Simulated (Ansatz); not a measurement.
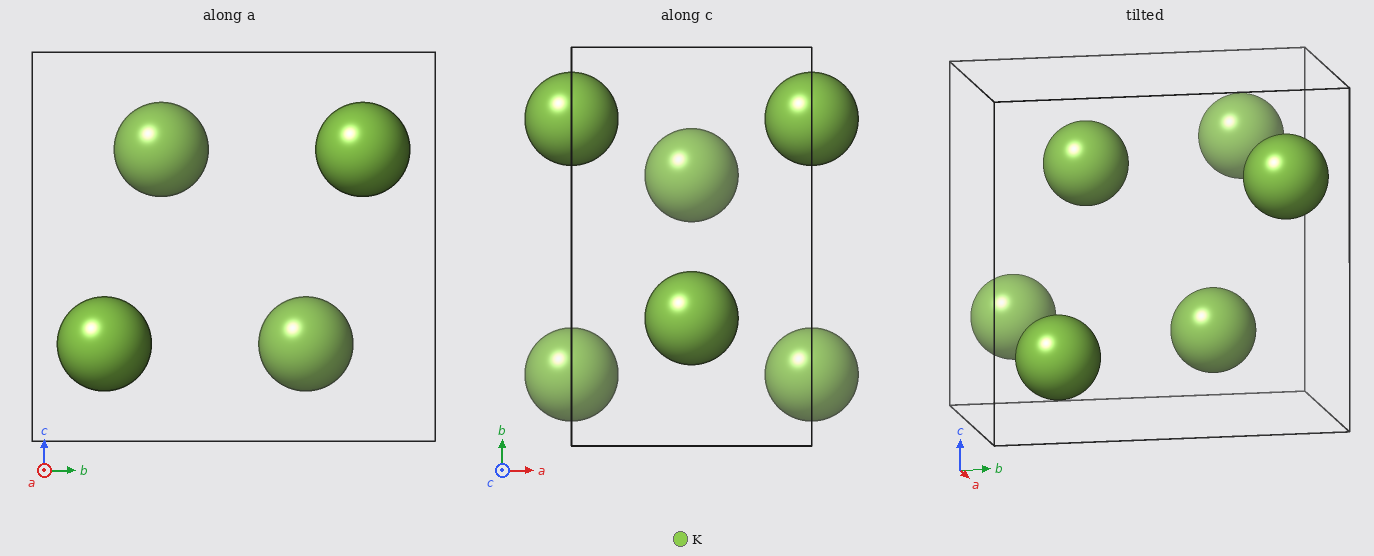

Spheres-only model, viewed along the a axis, along the c axis and slightly off an axis. The conventional unit cell is drawn as a box. Cell: a = 4.876 Å, b = 8.095 Å, c = 7.812 Å, α = 90.00°, β = 90.00°, γ = 90.00°.

Describe the crystal.

The element is potassium. The atoms follow space group Cmcm (No. 63); the Bravais lattice is base-centred orthorhombic. The cell holds four atoms.

The initial geometry was a structure listed in the Materials Project. Earlier steps of the study may have refined or changed the cell and positions. Ansatz was used for an electronic-structure calculation on it.
